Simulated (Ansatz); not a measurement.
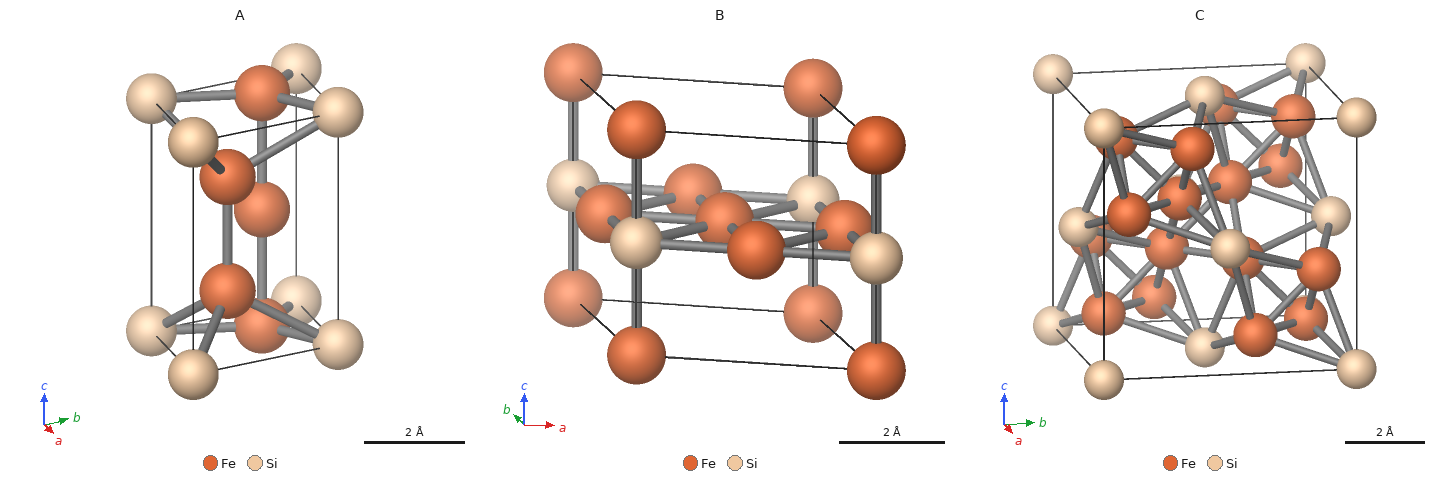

Three structures of Fe$_{4}$Si, each relaxed to rest (conventional cells in solid outline, small ones repeated, each panel with its own scale). Method: DFT PBE, scalar-relativistic, plane waves, PAW (Ansatz), with collinear spins.

**Give the type and space group of each panel.**

A: 5 atoms a cell on a primitive hexagonal lattice, P-6m2; B: 5 atoms a cell on a primitive hexagonal lattice, P6/mmm; C: 20 atoms a cell on a face-centred cubic lattice, F-43m.

**Which of these is lowest in energy, and how far above it do the others lie?**

A, then C (+445 meV/atom) and B (+728 meV/atom), energies at zero smearing.

**Collect the results in a table.**

| panel | structure | E − E(lowest) (meV/atom) | volume (Å³/atom) | gap (eV) |
| --- | --- | --- | --- | --- |
| A | P-6m2 | 0 | 12.7 | metal |
| C | F-43m | 445 | 14.1 | metal |
| B | P6/mmm | 728 | 17.4 | metal |

Some of these may be structure types tried for this composition rather than known phases, and the most stable form need not be among them. Gaps are taken on the k-mesh or band path of each run.
